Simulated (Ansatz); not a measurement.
Input file:

```
crystal:
  lattice:
    - [0.0, 2.8598503717, 2.8598503717]
    - [2.8598503717, 0.0, 2.8598503717]
    - [5.7197007434, 5.7197007434, 0.0]
  atoms:
    - { symbol: Ti, position: [1.0, 0.0, 0.0], spin: 1.0 }
    - { symbol: Si, position: [0.25, 0.25, 0.125] }
    - { symbol: Ti, position: [1.0, 0.0, 0.5], spin: -1.0 }
    - { symbol: Si, position: [0.25, 0.25, 0.625] }
basis:
  ecutwfc: 420
kpoints:
  mp_grid: { grid: [12, 12, 6] }
hamiltonian:
  xc: pbesol
scf:
  occupations: { method: gaussian, width: 0.1 }
  lower_state_search: "off"
output:
  forces: true
  stress: true
  eigenvalues: true
  populations: true
  write_density: true
  write_potential: true
  elf: true
  volumetric_format: npy
magnetization:
  spin_polarized: true
```

Launched as:

```sh
ansatz run input.yaml --threads 1 --pin off --max-ram 2560MiB --backend cpu --events-out ev --progress --plain --runs-dir out
```

Space group F-43m; started from the zinc blende prototype, which need not be the ambient phase; the program warned that a starting moment wasn't kept; spin-polarised, but the moments vanished.

These are results of Ansatz, DFT PBEsol, scalar-relativistic, plane waves, PAW, not measurements.

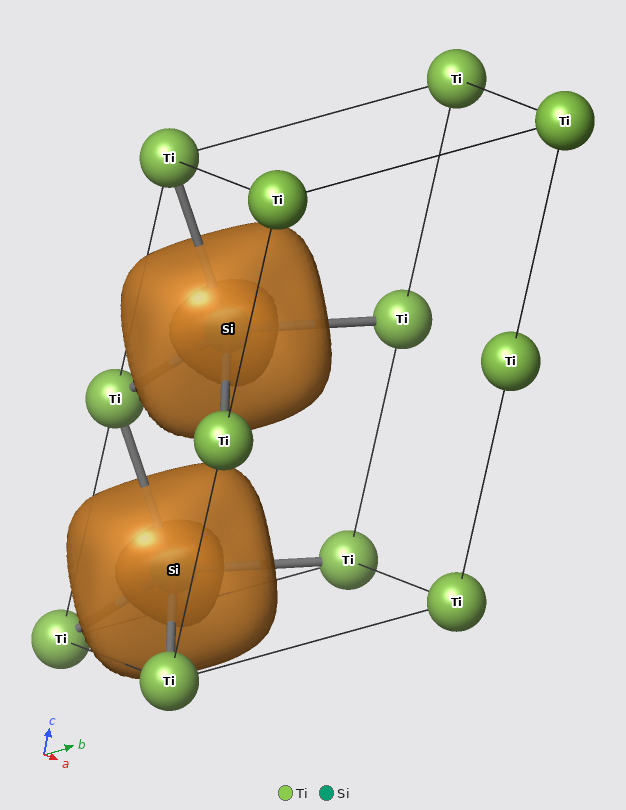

TiSi. Isosurface of the electron localisation function at 0.65 (orange), seen slightly off an axis. Only the valence region is drawn (cores and ρ < 0.01 e/Å³ removed). Sticks mark near contacts.

Core electrons are frozen (PAW), and the valence fields are smoothed inside the atomic spheres.

Question: Describe the localisation domains.

Answer: The ELF exceeds this value in two regions wrapped around Si (the valence shell of each), counted in one cell of 4 atoms. Regions shared between cells count once. Along the contacts the grid gives the following. Ti–Si (2.48 Å): the ELF peaks at about 0.85 in the valence shell of Si, 0.9 Å from its nucleus, and is about 0.60 at the midpoint.
